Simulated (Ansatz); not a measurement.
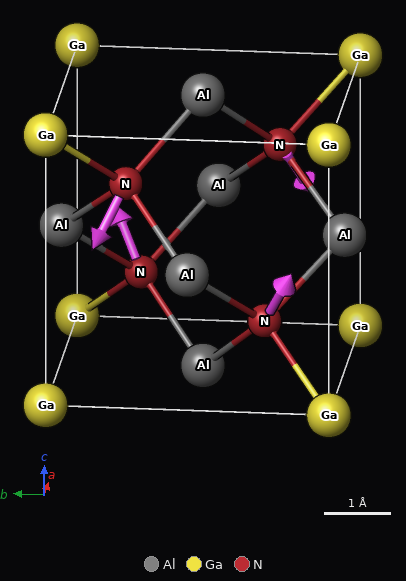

One vibrational mode of a crystal of Al₃GaN₄ at the zone centre. The pink arrows are the displacements of the atoms (eigenvector over the root of the mass), of arbitrary overall length and sign. The picture is a ball-and-stick view of the cell of the calculation, seen from a free direction.

Method: Ansatz, DFT LDA, scalar-relativistic, plane waves, PAW.

Input file:
```yaml
crystal:
  lattice:
    - [4.3702240517, 0.0, 0.0]
    - [0.0, 4.3702240517, 0.0]
    - [0.0, 0.0, 4.3702240517]
  atoms:
    - { symbol: Al, position: [0.5, 0.5, 0.0] }
    - { symbol: Al, position: [0.5, 0.0, 0.5] }
    - { symbol: Al, position: [0.0, 0.5, 0.5] }
    - { symbol: Ga, position: [0.0, 0.0, 0.0] }
    - { symbol: "N", position: [0.7448945398, 0.7448945398, 0.2551054602] }
    - { symbol: "N", position: [0.7448945398, 0.2551054602, 0.7448945398] }
    - { symbol: "N", position: [0.2551054602, 0.7448945398, 0.7448945398] }
    - { symbol: "N", position: [0.2551054602, 0.2551054602, 0.2551054602] }
basis:
  ecutwfc: 420
kpoints:
  mp_grid: { grid: [6, 6, 6] }
hamiltonian:
  xc: lda
scf:
  occupations: { method: fixed }
output:
  eigenvalues: true
phonons:
  method: dfpt
  dielectric: true
  rigid_motions: translations
  eigenvectors: true
```

Run as
```bash
ansatz run input.yaml --threads 2 --pin off --max-ram 6144MiB --backend cpu --events-out ev --progress --plain --runs-dir out
```

Frequencies are those without the non-analytic (LO–TO) term.

> What mode is this, and where does it lie in the spectrum?

This is the E mode (doubly degenerate; one member of the set is drawn) at 717 cm⁻¹, the highest optical level, Raman-active by symmetry. The Al and Ga atoms stay at rest; atoms of one kind move against one another, with no net shift of their sublattice; it stretches the shortest Al–N bonds (1.88 Å).
